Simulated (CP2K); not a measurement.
MoS2: single-point calculation

The run: single-point calculation of MoS2 (P6₃/mmc, 6 atoms in the cell). Method and program: DFTB (no charge self-consistency), tables shipped with the program (CP2K 2026.2).

The structure was built on a prototype by a generator. The geometry comes from this level: r2scan-rvv10.

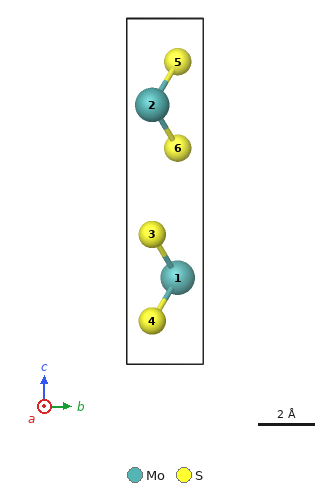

*The structure as given in the input (ball-and-stick view of the cell of the calculation, along the a axis; atoms are numbered from 1 in the order of the input).*

Near neighbours in the crystal (not all of them lie inside the picture): Mo has 6 S at 2.40 Å; S has 3 Mo at 2.40 Å.

### Input file
```
&GLOBAL
 PROJECT run
 RUN_TYPE ENERGY_FORCE
 PRINT_LEVEL LOW
&END GLOBAL
&FORCE_EVAL
 METHOD QS
 STRESS_TENSOR ANALYTICAL
 &DFT
  &QS
   METHOD DFTB
   &DFTB
    SELF_CONSISTENT F
    &PARAMETER
     PARAM_FILE_PATH DFTB/nonscc
     PARAM_FILE_NAME nonscc_parameter
    &END PARAMETER
   &END DFTB
  &END QS
  &POISSON
   &EWALD
    EWALD_TYPE SPME
    GMAX 25
   &END EWALD
  &END POISSON
  &KPOINTS
   SCHEME MONKHORST-PACK 5 5 3
   SYMMETRY F
   FULL_GRID F
  &END KPOINTS
  &SCF
   ADDED_MOS 12
   EPS_SCF 1e-6
   MAX_SCF 80
   &DIAGONALIZATION
   &END DIAGONALIZATION
   &MIXING
    METHOD DIRECT_P_MIXING
    ALPHA 0.3
   &END MIXING
   &SMEAR
    METHOD FERMI_DIRAC
    ELECTRONIC_TEMPERATURE [K] 232
   &END SMEAR
   &PRINT
    &ITERATION_INFO
    &END ITERATION_INFO
   &END PRINT
  &END SCF
  &PRINT
   &BAND_STRUCTURE
    FILE_NAME bands.bs
    ADDED_MOS 6
    &KPOINT_SET
     UNITS B_VECTOR
     SPECIAL_POINT 0.00000000 0.00000000 0.00000000
     NPOINTS 0
    &END KPOINT_SET
    &KPOINT_SET
     UNITS B_VECTOR
     SPECIAL_POINT 0.50000000 0.00000000 0.00000000
     NPOINTS 0
    &END KPOINT_SET
    &KPOINT_SET
     UNITS B_VECTOR
     SPECIAL_POINT 0.33333333 0.33333333 0.00000000
     NPOINTS 0
    &END KPOINT_SET
    &KPOINT_SET
     UNITS B_VECTOR
     SPECIAL_POINT 0.00000000 0.00000000 0.50000000
     NPOINTS 0
    &END KPOINT_SET
    &KPOINT_SET
     UNITS B_VECTOR
     SPECIAL_POINT 0.50000000 0.00000000 0.50000000
     NPOINTS 0
    &END KPOINT_SET
    &KPOINT_SET
     UNITS B_VECTOR
     SPECIAL_POINT 0.33333333 0.33333333 0.50000000
     NPOINTS 0
    &END KPOINT_SET
    &KPOINT_SET
     UNITS B_VECTOR
     SPECIAL_POINT 0.17708300 0.17708300 0.00000000
     NPOINTS 0
    &END KPOINT_SET
    &KPOINT_SET
     UNITS B_VECTOR
     SPECIAL_POINT 0.25000000 0.00000000 0.00000000
     NPOINTS 0
    &END KPOINT_SET
    &KPOINT_SET
     UNITS B_VECTOR
     SPECIAL_POINT 0.00000000 0.25000000 0.00000000
     NPOINTS 0
    &END KPOINT_SET
    &KPOINT_SET
     UNITS B_VECTOR
     SPECIAL_POINT 0.00000000 0.00000000 0.25000000
     NPOINTS 0
    &END KPOINT_SET
    &KPOINT_SET
     UNITS B_VECTOR
     SPECIAL_POINT 0.25000000 0.25000000 0.00000000
     NPOINTS 0
    &END KPOINT_SET
    &KPOINT_SET
     UNITS B_VECTOR
     SPECIAL_POINT 0.25000000 0.00000000 0.25000000
     NPOINTS 0
    &END KPOINT_SET
    &KPOINT_SET
     UNITS B_VECTOR
     SPECIAL_POINT 0.00000000 0.25000000 0.25000000
     NPOINTS 0
    &END KPOINT_SET
    &KPOINT_SET
     UNITS B_VECTOR
     SPECIAL_POINT 0.25000000 0.25000000 0.25000000
     NPOINTS 0
    &END KPOINT_SET
   &END BAND_STRUCTURE
  &END PRINT
 &END DFT
 &SUBSYS
  &CELL
   A 3.17301994 0.00000000 0.00000000
   B -1.58650997 2.74791587 0.00000000
   C -0.00000000 0.00000000 12.43589588
  &END CELL
  &COORD
   SCALED
   Mo 0.33333333 0.66666667 0.25000000
   Mo 0.66666667 0.33333333 0.75000000
   S 0.66666667 0.33333333 0.37509953
   S 0.66666667 0.33333333 0.12490047
   S 0.33333333 0.66666667 0.87509953
   S 0.33333333 0.66666667 0.62490047
  &END COORD
 &END SUBSYS
 &PRINT
  &STRESS_TENSOR
  &END STRESS_TENSOR
  &FORCES
  &END FORCES
 &END PRINT
&END FORCE_EVAL
```

Hardware: 2 threads of Arm Neoverse V1, 24 GiB of memory available, shared host.

Run as:
```bash
cp2k.psmp -i run.inp
```

### What the program printed
```
1yp7_r

 CP2K| version string:                                       CP2K version 2026.2
 CP2K|            -lib tblite libvori libbqb
 CP2K| Input file name                                                   run.inp

 GLOBAL| Force Environment number                                              1
 GLOBAL| Cholesky decomposition library                                ScaLAPACK
 GLOBAL| Direct generalized diagonalization requested                          F
 GLOBAL| Matrix multiplication library                                 ScaLAPACK

 GENERATE|  Preliminary Number of Bonds generated:                             0
 GENERATE|  Achieved consistency in connectivity generation.

              #####   #####        # ######  ####### ####### ######
             #     # #     #      #  #     # #          #    #     #
             #     # #           #   #     # #          #    #     #
             #     #  #####     #    #     # #####      #    ######
             #   # #       #   #     #     # #          #    #     #
             #    #  #     #  #      #     # #          #    #     #
              #### #  #####  #       ######  #          #    ######

                                    Version 0.2
                               J. Hutter and T. Heine

 *******************************************************************************
 *   ___                                                                       *
 *  /   \                                                                      *
 * [ABORT]                                                                     *
 *  \___/  Failure in assigning KINDS <S> and <MO> to a DFTB interaction pair! *
 *    |                                                                        *
 *  O/|                                                                        *
 * /| |                                                                        *
 *******************************************************************************

 ===== Routine Calling Stack =====

            2 qs_init_subsys
            1 CP2K

Program received signal SIGABRT: Process abort signal.

Backtrace for this error:
#0  0x5260fb10f957 in ???
#1  0x52611b9c4cac in __pthread_kill_implementation
#2  0x52611b96bfb7 in raise
#3  0x52611b955d37 in abort
#4  0x5260fb7e2d83 in ???
#5  0x5260fb7e4297 in ???
#6  0x5260fc4ef1af in ???
#7  0x5260fb3afdcb in ???
#8  0x5260fb3b5af3 in ???
#9  0x5260fb1b546f in ???
#10  0x5260fba96783 in ???
#11  0x5260fba99d0b in ???
#12  0x5260fb1b0db3 in ???
#13  0x5260fb1aef13 in ???
#14  0x52611b956573 in __libc_start_call_main
#15  0x52611b956657 in __libc_start_main_impl
#16  0x5260fb1af06f in ???
#17  0xffffffffffffffff in ???
```

### What the run reported

```tsv
quantity	value
outcome	refused by the program
space group (tolerance 0.01 Å)	P6₃/mmc (194)
```

### Diagnosis

The program refused the input.
